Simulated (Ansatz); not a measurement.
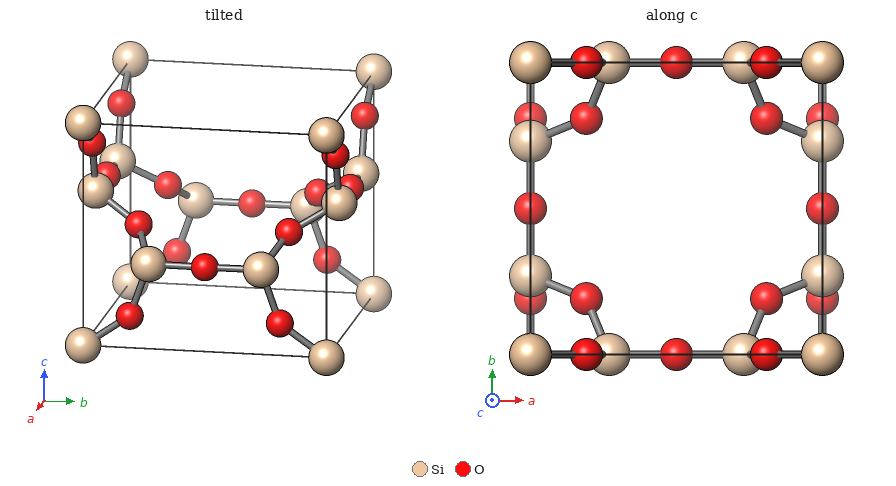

Structure drawing (ball-and-stick), viewed slightly off an axis and along the c axis. The frame is the conventional unit cell; atoms at its boundary are shown with their periodic copies.

SiO2, space group P-4m2 (No. 115), a = 6.911 Å, b = 6.911 Å, c = 6.420 Å, α = 90.00°, β = 90.00°, γ = 90.00°. The cell started as a structure listed in the Materials Project. Earlier steps of the study may have refined or changed the cell and positions. It was the input of a calculation with Ansatz.

This one geometry was computed with Ansatz (DFT, plane waves, PAW) at four levels of theory: HSE06, PBE, r2SCAN and PBE0. It was relaxed beforehand with r2SCAN.

Which level gives the highest pressure at this volume, and what does that say about its equilibrium volume?

Highest: PBE (3.0 GPa), which points to the largest equilibrium volume. Lowest, with the smallest volume: HSE06 (-0.2 GPa), r2SCAN (0.0 GPa) and PBE0 (-0.2 GPa). Levels within 0.5 GPa of each other can't be told apart.

How does the band gap change with the level of theory?

PBE: a gap of 5.62 eV, indirect; r2SCAN: a gap of 6.42 eV, indirect; HSE06: a gap of 7.33 eV, indirect; PBE0: a gap of 8.09 eV, indirect.

Collect the results in a table.

| level | cutoff (eV) | k-mesh of the run's cell | gap (eV) | pressure (GPa) |
| --- | --- | --- | --- | --- |
| HSE06 | 420 | 2×2×2 | 7.33 | -0.2 |
| PBE | 420 | 4×4×4 | 5.62 | 3.0 |
| r2SCAN | 500 | 4×4×4 | 6.42 | 0.0 |
| PBE0 | 420 | 2×2×2 | 8.09 | -0.2 |

Gaps are taken on the k-mesh or band path of each run.
